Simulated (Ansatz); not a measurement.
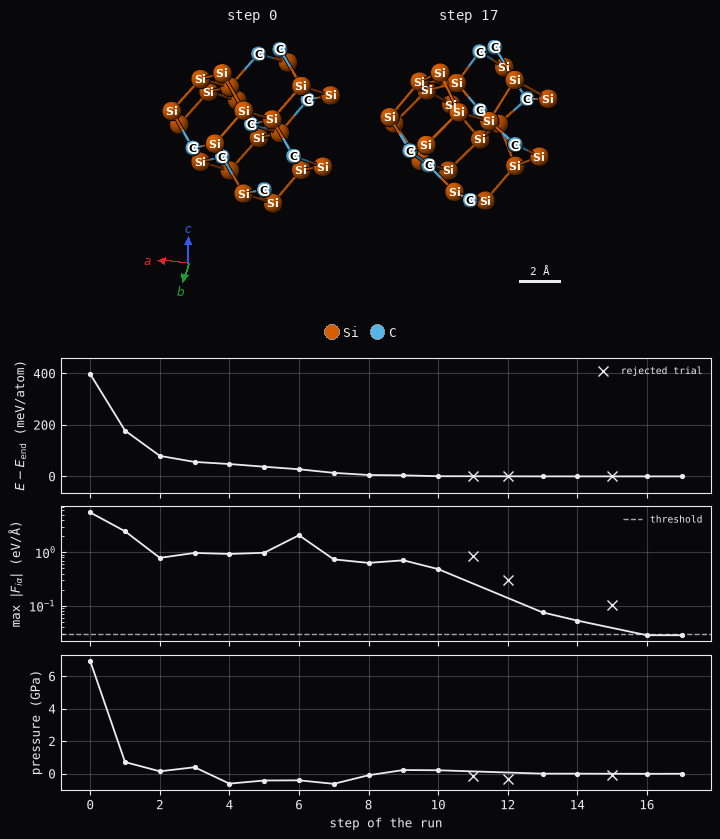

First and last geometry of a relaxation of crystalline Si52C12 (a generated structure, set up in P1), with the history of the run. The picture is a ball-and-stick view of the atoms within 5.0 Å of the atom that moves most (axes of the cell of the calculation (origin shifted)), seen from a free direction.

All numbers below come from DFT, PBEsol, PAW, plane waves in Ansatz 0.2.0. (plane-wave cutoff 420 eV; k-point mesh 1 × 1 × 1; mesh shifted by (0.5, 0.5, 0.5); no spin polarisation; cell relaxed at fixed shape; force threshold 0.03 eV/Å; at most 80 steps)

> What do the curves and the structures tell?

It converged. After 14 accepted moves (17 points after the start) the energy has fallen by 397 meV per atom. Largest force component: 5.5 eV/Å at the start, 0.028 eV/Å at the end. The pressure goes from 6.93 to 0.00 GPa. The line search rejected the trial steps at points 11, 12, 15 of the run. The largest move relative to the cell is that of a C atom, 0.94 Å along [−1 −1 1]. Largest moves by element: C 0.94 Å, Si 0.69 Å. The volume changes by +0.1 %, with a = b = c 10.152 → 10.155 Å (0.0 %). Among the contacts that change: Si–Si 3.607 → 2.880 Å, Si–Si 3.623 → 2.917 Å, C–C 2.228 → 1.531 Å, Si–Si 3.595 → 2.913 Å. New bonds form: C–C (2.20 → 1.62 Å), C–C (2.23 → 1.53 Å). Among the angles between lasting bonds that change: Si–Si–C 110.0° → 78.7°, Si–Si–Si 109.2° → 86.9°, Si–Si–Si 109.1° → 91.8°. The space group stays P1 (No. 1).

| step | E − E(0), meV/atom | largest force component, eV/Å | pressure, GPa | volume, Å³/atom | note |
| --- | --- | --- | --- | --- | --- |
| 0 | 0.00 | 5.5050 | 6.93 | 16.346 |  |
| 1 | -219.26 | 2.4580 | 0.71 | 16.552 |  |
| 2 | -317.55 | 0.7854 | 0.15 | 16.277 |  |
| 3 | -341.01 | 0.9693 | 0.40 | 16.106 |  |
| 4 | -349.11 | 0.9276 | -0.61 | 16.253 |  |
| 5 | -359.69 | 0.9765 | -0.42 | 16.272 |  |
| 6 | -369.49 | 2.0730 | -0.41 | 16.354 |  |
| 7 | -383.45 | 0.7351 | -0.62 | 16.414 |  |
| 8 | -391.73 | 0.6323 | -0.10 | 16.388 |  |
| 9 | -393.19 | 0.7062 | 0.23 | 16.337 |  |
| 10 | -396.45 | 0.4843 | 0.21 | 16.336 |  |
| 11 | -396.15 | 0.8648 | -0.12 | 16.376 | rejected |
| 12 | -396.17 | 0.3044 | -0.33 | 16.395 | rejected |
| 13 | -397.07 | 0.0755 | 0.00 | 16.361 |  |
| 14 | -397.13 | 0.0531 | 0.00 | 16.360 |  |
| 15 | -397.05 | 0.1020 | -0.05 | 16.367 | rejected |
| 16 | -397.15 | 0.0283 | -0.01 | 16.362 |  |
| 17 | -397.15 | 0.0283 | 0.00 | 16.362 |  |
